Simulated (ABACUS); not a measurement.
# Single-point calculation at one volume of an equation of state of Ru (part 1 of 2)

System: Ru (P6₃/mmc, 2 atoms in the cell).
Method: Kohn-Sham DFT of a periodic cell, PBE, PseudoDojo NC SR 0.4.1 PBE standard, no spin polarisation (ABACUS 3.10.1).

The structure derives from an entry of the Crystallography Open Database. It belongs to a series of runs on one base structure; here: volume scaled by 0.98.

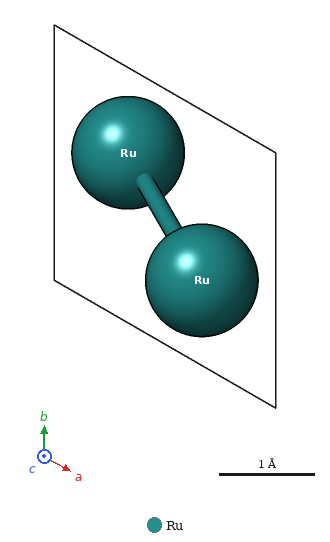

Figure 1. The input geometry (ball-and-stick view of the cell of the calculation, along the c axis). Near neighbours in the crystal (not all of them lie inside the picture): Ru has 12 Ru at 2.63 to 2.69 Å.

**The input**
```
INPUT_PARAMETERS
suffix              Ru
calculation         scf
basis_type          lcao
pseudo_dir          ./
orbital_dir         ./
symmetry            1
dft_functional      pbe
ecutwfc             100
pseudo_rcut         10
nspin               1
nbands              20
ks_solver           genelpa
smearing_method     fd
smearing_sigma      0.00367493
scf_thr             1e-07
scf_nmax            100
mixing_type         broyden
mixing_beta         0.7
cal_force           1
cal_stress          1
out_mul             1
```

**File STRU**
```
ATOMIC_SPECIES
Ru 101.0700 Ru.upf

NUMERICAL_ORBITAL
Ru_confined-atom_7au_2s1p1d.orb

LATTICE_CONSTANT
1.8897261246

LATTICE_VECTORS
2.6876397213 0.0000000000 0.0000000000
-1.3438198606 2.3275642749 0.0000000000
0.0000000000 0.0000000000 4.2531615502

ATOMIC_POSITIONS
Direct

Ru
0.0
2
0.6666666667 0.3333333333 0.7500000000 1 1 1
0.3333333333 0.6666666667 0.2500000000 1 1 1
```

**File KPT**
```
K_POINTS
0
Gamma
11 11 6 0 0 0
```

Run on 4 threads of AMD EPYC (Zen 3), 24 GiB of memory available, shared host.

Launched with:
```bash
OMP_NUM_THREADS=1 mpirun -np 4 abacus > log
```

**Output**
```
ABACUS v3.10.1

               Atomic-orbital Based Ab-initio Computation at UStc

 ------------------------------------------------------------------------------------

 READING GENERAL INFORMATION
                           global_out_dir = OUT.Ru/
                           global_in_card = INPUT
                               pseudo_dir = ./
                              orbital_dir = ./
                                    DSIZE = 4
                                    GSIZE = 1

 READING UNITCELL INFORMATION
                                    ntype = 1
                  lattice constant (Bohr) = 1.88973
              lattice constant (Angstrom) = 1

 READING ATOM TYPE 1
                               atom label = Ru
                      L=0, number of zeta = 2
                      L=1, number of zeta = 1
                      L=2, number of zeta = 1
             number of atom for this type = 2

                        TOTAL ATOM NUMBER = 2
DIRECT COORDINATES
    atom                   x                   y                   z     mag                  vx                  vy                  vz
taud_Ru1            0.6666666667        0.3333333333        0.7500000000  0.0000        0.0000000000        0.0000000000        0.0000000000
taud_Ru2            0.3333333333        0.6666666667        0.2500000000  0.0000        0.0000000000        0.0000000000        0.0000000000

                          Volume (Bohr^3) = 179.548
                             Volume (A^3) = 26.6063

 Lattice vectors: (Cartesian coordinate: in unit of a_0)
             +2.68764                  +0                  +0
             -1.34382            +2.32756                  +0
                   +0                  +0            +4.25316
 Reciprocal vectors: (Cartesian coordinate: in unit of 2 pi/a_0)
            +0.372074           +0.214817                  -0
                   -0           +0.429634                  -0
                   +0                  -0           +0.235119
 The esolver type has been set to : ksdft_lcao

                PAO radial cut off (Bohr) = 10

 Read in pseudopotential file is Ru.upf
                     pseudopotential type = NC
          exchange-correlation functional = PBE
                 nonlocal core correction = 1
                        valence electrons = 16
                                     lmax = 2
                           number of zeta = 4
                     number of projectors = 6
                           L of projector = 0
                           L of projector = 0
                           L of projector = 1
                           L of projector = 1
                           L of projector = 2
                           L of projector = 2
     initial pseudo atomic orbital number = 20

 SETUP THE ELECTRONS NUMBER
            electron number of element Ru = 16
      total electron number of element Ru = 32
            AUTOSET number of electrons:  = 32
                           occupied bands = 16
                                   NLOCAL = 20
                                   NBANDS = 20
                                   NBANDS = 20
                                   NLOCAL = 20

%%%%%%%%%%%%%%%%%%%%%%%%%%%%%%%%%%%%%%%%%%%%%%%%%%%%%%%%%%%%%%%%%%%%%%%%%%%%%%%%%%%%%%%%%%%%%%%%%%%%%%%%%%
 Warning: the number of valence electrons in pseudopotential > 8 for Ru: [Kr] 4d7 5s1
 Pseudopotentials with additional electrons can yield (more) accurate outcomes, but may be less efficient.
 If you're confident that your chosen pseudopotential is appropriate, you can safely ignore this warning.
%%%%%%%%%%%%%%%%%%%%%%%%%%%%%%%%%%%%%%%%%%%%%%%%%%%%%%%%%%%%%%%%%%%%%%%%%%%%%%%%%%%%%%%%%%%%%%%%%%%%%%%%%%

 SETUP THE PLANE WAVE BASIS
 energy cutoff for charge/potential (unit:Ry) = 400
            fft grid for charge/potential = [ 36, 36, 54 ]
                        fft grid division = [ 4, 4, 2 ]
        big fft grid for charge/potential = [ 9, 9, 27 ]
                                     nbxx = 567
                                     nrxx = 18144

 SETUP PLANE WAVES FOR CHARGE/POTENTIAL
                    number of plane waves = 24231
                         number of sticks = 721

 PARALLEL PW FOR CHARGE/POTENTIAL
     PROC   COLUMNS(POT)             PW
        1            178           6058
        2            180           6058
        3            183           6057
        4            180           6058
 --------------- sum -------------------
        4            721          24231
                            number of |g| = 1066
                                  max |g| = 36.1787
                                  min |g| = 0.184585

----------- Double Check Mixing Parameters Begin ------------
mixing_type: broyden
mixing_beta: 0.7
mixing_gg0: 1
mixing_gg0_min: 0.1
mixing_ndim: 8
----------- Double Check Mixing Parameters End ------------

 LATTICE VECTORS: (CARTESIAN COORDINATE: IN UNIT OF A0)
             +2.68764                  +0                  +0
             -1.34382            +2.32756                  +0
                   +0                  +0            +4.25316
                       right hand lattice = 1
                                   NORM_A = 2.68764
                                   NORM_B = 2.68764
                                   NORM_C = 4.25316
                           ALPHA (DEGREE) = 90
                           BETA  (DEGREE) = 90
                           GAMMA (DEGREE) = 120

 The lattice vectors have been changed (STRU_SIMPLE.cif)

(for optimal symmetric configuration:)
                             BRAVAIS TYPE = 4
                     BRAVAIS LATTICE NAME = 04. Hexagonal cell
                                    ibrav = 4
                                    IBRAV = 4
                                  BRAVAIS = HEXAGONAL CELL
                       LATTICE CONSTANT A = 2.68764
                                C/A RATIO = 1.58249
Original cell was already a primitive cell.
                        ROTATION MATRICES = 24
              PURE POINT GROUP OPERATIONS = 12
                   SPACE GROUP OPERATIONS = 24
                                       C2 = 3
                                       C3 = 2
                                       C4 = 0
                                       C6 = 0
                                       S1 = 3
                                       S3 = 0
                                       S4 = 0
                                       S6 = 2
                              POINT GROUP = D_3d
                                       C2 = 7
                                       C3 = 2
                                       C4 = 0
                                       C6 = 2
                                       S1 = 7
                                       S3 = 2
                                       S4 = 0
                                       S6 = 2
               POINT GROUP IN SPACE GROUP = D_6h

 SETUP K-POINTS
                                    nspin = 1
                   Input type of k points = Monkhorst-Pack(Gamma)
                                   nkstot = 726
                       right hand lattice = 1
(for reciprocal lattice: )
                             BRAVAIS TYPE = 4
                     BRAVAIS LATTICE NAME = 04. Hexagonal cell
                                    ibrav = 4
                       right hand lattice = 1
(for k-lattice: )
                             BRAVAIS TYPE = 4
                     BRAVAIS LATTICE NAME = 04. Hexagonal cell
                                    ibrav = 4
                       right hand lattice = 1
                        ROTATION MATRICES = 24
                               nkstot_ibz = 64
K-POINTS REDUCTION ACCORDING TO SYMMETRY
     IBZ    DIRECT_X    DIRECT_Y    DIRECT_Z  WEIGHT  ibz2bz
       1  0.00000000  0.00000000  0.00000000  0.0014       0
       2 -0.09090909  0.09090909  0.00000000  0.0083       1
       3 -0.18181818  0.18181818  0.00000000  0.0083       2
       4 -0.27272727  0.27272727  0.00000000  0.0083       3
       5 -0.36363636  0.36363636  0.00000000  0.0083       4
       6 -0.45454545  0.45454545  0.00000000  0.0083       5
       7 -0.09090909  0.18181818  0.00000000  0.0083      12
       8 -0.18181818  0.27272727  0.00000000  0.0165      13
       9 -0.27272727  0.36363636  0.00000000  0.0165      14
      10 -0.36363636  0.45454545  0.00000000  0.0165      15
      11  0.45454545  0.45454545  0.00000000  0.0083      16
      12 -0.18181818  0.36363636  0.00000000  0.0083      24
      13 -0.27272727  0.45454545  0.00000000  0.0165      25
      14  0.45454545  0.36363636  0.00000000  0.0165      26
      15  0.45454545  0.27272727  0.00000000  0.0083      36
      16  0.36363636  0.36363636  0.00000000  0.0083      37
      17  0.00000000  0.00000000  0.16666667  0.0028     121
      18 -0.09090909  0.09090909  0.16666667  0.0165     122
      19 -0.18181818  0.18181818  0.16666667  0.0165     123
      20 -0.27272727  0.27272727  0.16666667  0.0165     124
      21 -0.36363636  0.36363636  0.16666667  0.0165     125
      22 -0.45454545  0.45454545  0.16666667  0.0165     126
      23 -0.09090909  0.18181818  0.16666667  0.0165     133
      24 -0.18181818  0.27272727  0.16666667  0.0331     134
      25 -0.27272727  0.36363636  0.16666667  0.0331     135
      26 -0.36363636  0.45454545  0.16666667  0.0331     136
      27  0.45454545  0.45454545  0.16666667  0.0165     137
      28 -0.18181818  0.36363636  0.16666667  0.0165     145
      29 -0.27272727  0.45454545  0.16666667  0.0331     146
      30  0.45454545  0.36363636  0.16666667  0.0331     147
[... 34 further k points ...]

                               nkstot now = 64
[... K-POINTS DIRECT COORDINATES: 64 rows ...]

           k-point number in this process = 64
       minimum distributed K point number = 64
[... stars of the k points ...]

[... K-POINTS CARTESIAN COORDINATES: 64 rows ...]

[... K-POINTS DIRECT COORDINATES: 64 rows ...]

 SETUP PLANE WAVES FOR WAVE FUNCTIONS
     energy cutoff for wavefunc (unit:Ry) = 100
              fft grid for wave functions = [ 36, 36, 54 ]
                    number of plane waves = 4223
                         number of sticks = 223

 PARALLEL PW FOR WAVE FUNCTIONS
     PROC   COLUMNS(POT)             PW
        1             56           1056
        2             55           1055
        3             55           1055
        4             57           1057
 --------------- sum -------------------
        4            223           4223

 SET NONLOCAL PSEUDOPOTENTIAL PROJECTORS
 max number of nonlocal projetors among all species is 6

 -------------------------------------------
 SELF-CONSISTENT
 -------------------------------------------

 SETUP SEARCHING RADIUS FOR PROGRAM TO SEARCH ADJACENT ATOMS
                  longest orb rcut (Bohr) = 7
   longest nonlocal projector rcut (Bohr) = 1.42
                     search radius (Bohr) = 16.8
              searching radius is (Bohr)) = 16.8
         searching radius unit is (Bohr)) = 1.89
                         PeriodicBoundary = 1
                        Radius(unit:lat0) = 8.91
                                   glayer = [ 5, 5, 4 ]
                             glayer_minus = [ 4, 4, 3 ]

Find the coordinate range of the input atom(unit:lat0).
                                  min_tau = [ -16.1, -8.53, -11.7 ]
                                  max_tau = [ 17.5, 10.9, 15.9 ]
                                BoxNumber = [ 9, 9, 7 ]

 SETUP EXTENDED REAL SPACE GRID FOR GRID INTEGRATION
                          real space grid = [ 36, 36, 54 ]
                 big cell numbers in grid = [ 9, 9, 27 ]
             meshcell numbers in big cell = [ 4, 4, 2 ]
                        extended fft grid = [ 15, 15, 24 ]
                dimension of extened grid = [ 40, 40, 76 ]
                            UnitCellTotal = 75
              Atom number in sub-FFT-grid = 2
    Local orbitals number in sub-FFT-grid = 20
                                ParaV.nnr = 6850
                                 init_chg = atomic

 LCAO ALGORITHM --------------- ION=   1  ELEC=   1--------------------------------

 Density error is 0.0164360112671
----------------------------------------------------------
     Energy           Rydberg                 eV
```
